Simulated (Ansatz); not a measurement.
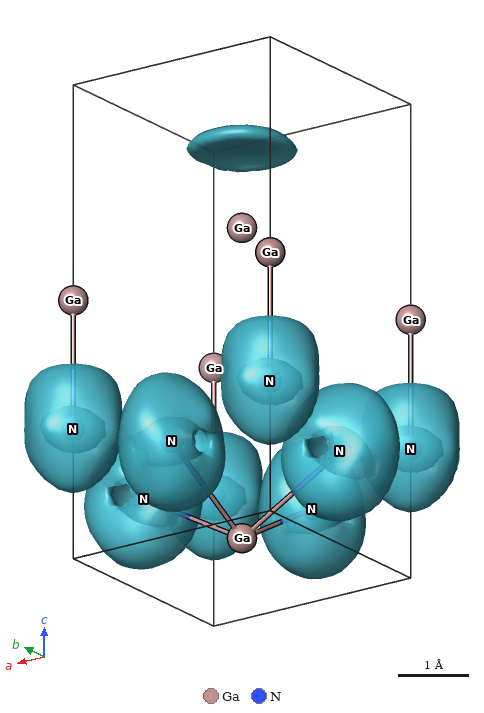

The picture shows: GaN. Isosurface of the ELF at 0.65 (cyan), seen at an oblique angle. Only the valence region is drawn (cores and ρ < 0.01 e/Å³ removed). Sticks mark near contacts.

Space group P4mm; a structure generated by program, which may or may not match a known phase.

These are results of Ansatz, DFT PBE, scalar-relativistic, plane waves, PAW, not measurements.

```yaml
crystal:
  lattice:
    - [3.48224, 0.00000, 0.00000]
    - [0.00000, 3.48224, 0.00000]
    - [0.00000, 0.00000, 7.26094]
  atoms:
    - { symbol: Ga, position: [0.50000, 0.50000, 0.06373] }
    - { symbol: Ga, position: [0.00000, 0.00000, 0.54522] }
    - { symbol: Ga, position: [0.50000, 0.50000, 0.71865] }
    - { symbol: N, position: [0.00000, 0.00000, 0.27333] }
    - { symbol: N, position: [0.00000, 0.50000, 0.19695] }
    - { symbol: N, position: [0.50000, 0.00000, 0.19695] }
```

### Describe the localisation domains.

The ELF exceeds this value in one region between bonded Ga–Ga atoms and three regions wrapped around N (the valence shell of each), counted in one cell of 6 atoms. Any copies at cell faces, edges or corners count once. Profiles from the grid: Ga–N (1.97 Å): the ELF peaks at about 0.95 in the valence shell of N, 0.7 Å from its nucleus, and is about 0.50 at the midpoint. Ga–Ga (2.51 Å): the ELF peaks at about 0.75 between the atoms.

### Does the calculation make it a metal, or give it a gap?

It is metallic or semimetallic at this level of theory: no gap opens.
